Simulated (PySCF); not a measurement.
```xyz
11

C     0.5626   -1.9845   -0.1137
C     0.7755   -0.6836    0.1077
C    -0.3500    0.3160    0.2304
C    -1.8634   -0.0975    0.1116
O     0.1136    1.4183    0.3977
H    -0.4167   -2.3019   -0.3666
H     1.2106   -2.7635   -0.0757
H     1.8150   -0.0943    0.0942
H    -2.1767    0.9543    0.1501
H    -2.1223   -0.5125    1.0560
H    -2.1797   -0.7782   -0.6434
```

Geometry: GFN2-xTB, MD frame at 250 fs, 600 K.

Method: PBE0/def2-SVPD, SCF density, gas phase (PySCF 2.14.0).

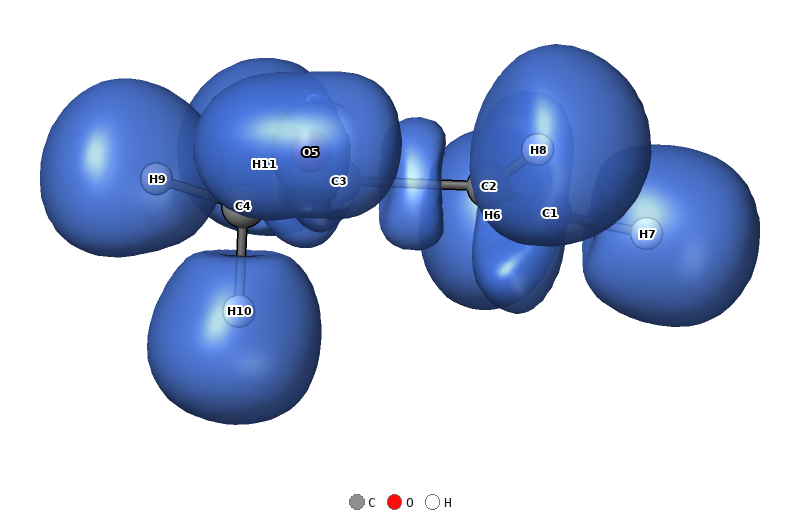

C$_{4}$H$_{6}$O. Isosurface of the ELF at 0.75 (blue), seen from one side. Core shells and regions of very low density are left out.

Question: What do the ELF domains correspond to?

Answer: The ELF exceeds this value in three regions between bonded C–C atoms (shared pairs), six regions around hydrogen nuclei and one region on O in which the atom's valence shell and bonds are merged. Profiles from the grid: C–O (1.21 Å): the ELF peaks at about 0.85 between the atoms: a short, multiple covalent bond. C–C (1.34 Å): the ELF peaks at about 0.95 between the atoms; a short, multiple covalent bond.
